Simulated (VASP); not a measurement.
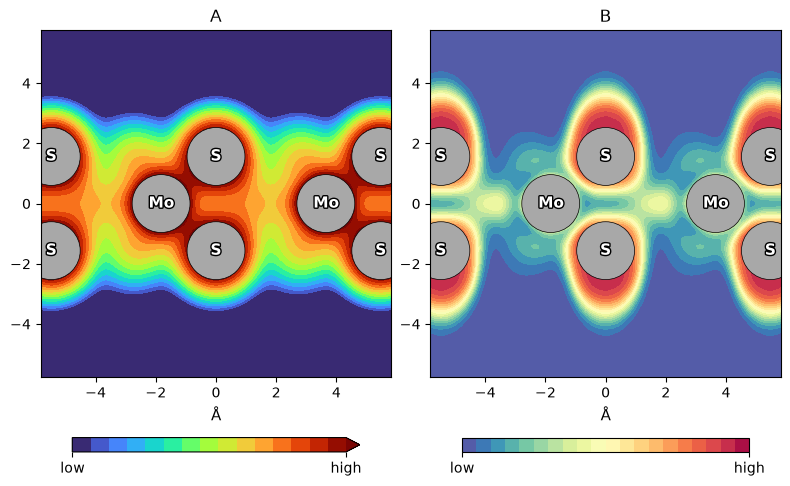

MoS2: 2 fields on the (110) plane of the calculation cell, a cut from vacuum to vacuum, with unlabelled colour scales. Grey discs cover the atomic cores.

Not relaxed (largest force 0.5 eV/Å).

Level of theory: Kohn-Sham DFT of a periodic cell, LDA, VASP PAW LDA potentials, recommended (VASP 6.6.1).

```
S Mo
1.0
     3.16000    0.00000    0.00000
    -1.58000    2.73664    0.00000
     0.00000    0.00000   21.13000
S Mo
2 1
Direct
  0.66667 0.33333 0.42593
  0.66667 0.33333 0.57407
  0.33333 0.66667 0.50000
```

Match the panels to the quantities (electron localisation function and valence pseudo-density).

Answer. Panel A: valence pseudo-density. Panel B: electron localisation function. From the grid: Mo–S (2.40 Å): ρ at the midpoint is about 0.61 e/Å³; the ELF peaks at about 0.85 in the valence shell of S, 0.8 Å from its nucleus, and is about 0.45 at the midpoint.
